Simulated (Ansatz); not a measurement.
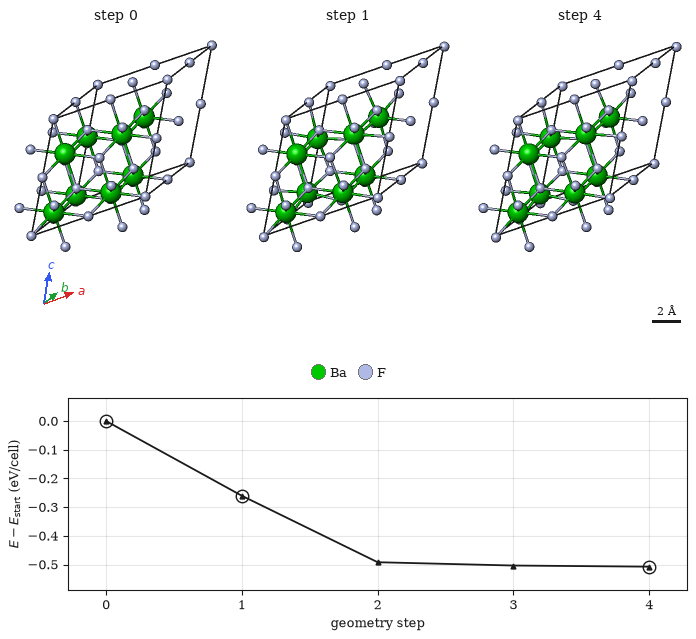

Frames of a relaxation of a defect cell of composition Ba8F15 (cell charge +1), marked on the history of the run. A ball-and-stick model of the cell of the calculation (origin shifted), seen slightly off an axis.

All numbers below come from DFT, PBE, plane-wave PAW, default files, scalar-relativistic in Ansatz. (plane-wave cutoff 420 eV; k-point mesh 3 × 3 × 3; occupations fermi dirac; smearing width 0.01 eV; no spin polarisation; atoms relaxed in a fixed cell; force threshold 0.03 eV/Å; at most 40 steps)

What happens along the run?

The largest moves, 0.17 Å, are those of F atoms. By element the largest moves are F 0.17 Å, Ba 0.10 Å. The lattice vectors keep their values. Near-neighbour distances that change, for instance: Ba–F 2.696 → 2.805 Å, Ba–F 2.696 → 2.598 Å, Ba–F 2.696 → 2.639 Å, Ba–F 2.696 → 2.674 Å. Bond angles that change, for instance: Ba–F–Ba 109.5° → 119.6°, Ba–F–Ba 109.5° → 104.6°, Ba–F–Ba 109.5° → 105.9°. Over 4 geometry steps the energy falls by 0.507 eV per cell of the calculation. Largest force component: 0.6 eV/Å at the start, 0.018 eV/Å at the end. From step 0 to 1: Ba atoms move most (0.20 Å), energy −0.260 eV per cell of the calculation. From step 1 to 4: Ba atoms move most (0.10 Å), energy −0.247 eV per cell of the calculation.

```json
{"step": "0", "E − E(0), meV/atom": "0.00", "largest force component, eV/Å": "0.6047"}
{"step": "1", "E − E(0), meV/atom": "-11.32", "largest force component, eV/Å": "0.6922"}
{"step": "2", "E − E(0), meV/atom": "-21.39", "largest force component, eV/Å": "0.1052"}
{"step": "3", "E − E(0), meV/atom": "-21.89", "largest force component, eV/Å": "0.0396"}
{"step": "4", "E − E(0), meV/atom": "-22.06", "largest force component, eV/Å": "0.0184"}
```

Limits of the set-up: the cell is charged, on a uniform background, and energies carry no finite-size correction.
